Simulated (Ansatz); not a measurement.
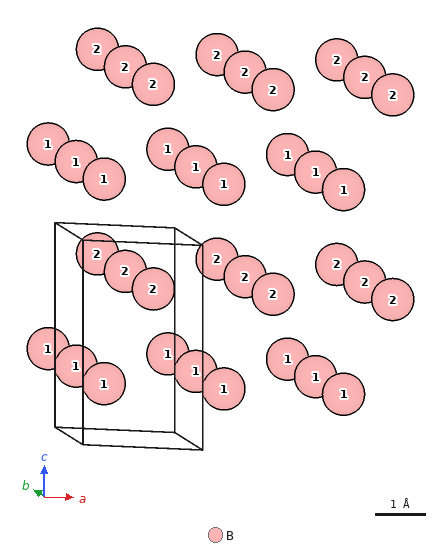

This is a symmetric starting cell of B (made from another compound by putting B in place of In). Style: ball-and-stick. Shown: the cell of the calculation, repeated 3 × 3 × 2 with one cell outlined, slightly off an axis.

Level of theory: DFT PBE, scalar-relativistic, plane waves, PAW in Ansatz 0.2.0. Set-up: plane-wave cutoff 420 eV; k-point mesh 21 × 21 × 10; occupations gaussian; smearing width 0.1 eV; no spin polarisation.

The variant: All lengths are scaled by −1.5 % (volume −4.6 %), the atoms keeping their fractional coordinates. No relaxation follows. The starting cell wasn't computed here and needn't be at equilibrium, so pressure and forces aren't due to the change alone.

Input file:
```yaml
crystal:
  lattice:
    - [2.4792528724, 0.0, 0.0]
    - [-1.2396264362, 2.1470959699, 0.0]
    - [0.0, 0.0, 4.0949245166]
  atoms:
    - { symbol: B, position: [0.33333333, 0.66666667, 0.25] }
    - { symbol: B, position: [0.66666667, 0.33333333, 0.75] }
basis:
  ecutwfc: 420
kpoints:
  mp_grid: { grid: [21, 21, 10] }
hamiltonian:
  xc: pbe
scf:
  occupations: { method: gaussian, width: 0.1 }
output:
  forces: true
  stress: true
  eigenvalues: true
  populations: true
```

Q: What is the effect?

A: The pressure is −38.8 GPa (not all of it need come from the change, since the unchanged cell can be under pressure at this level too). The principal stresses (compression positive) are −36.2 GPa along c and −40.1 GPa across it. All forces vanish by symmetry. The space group stays P6_3/mmc (No. 194).

Drawn alike, the variant:

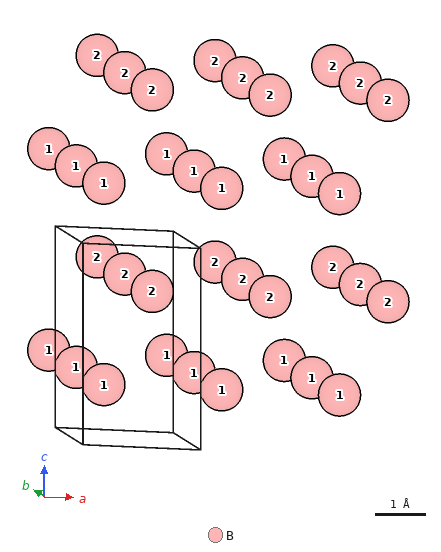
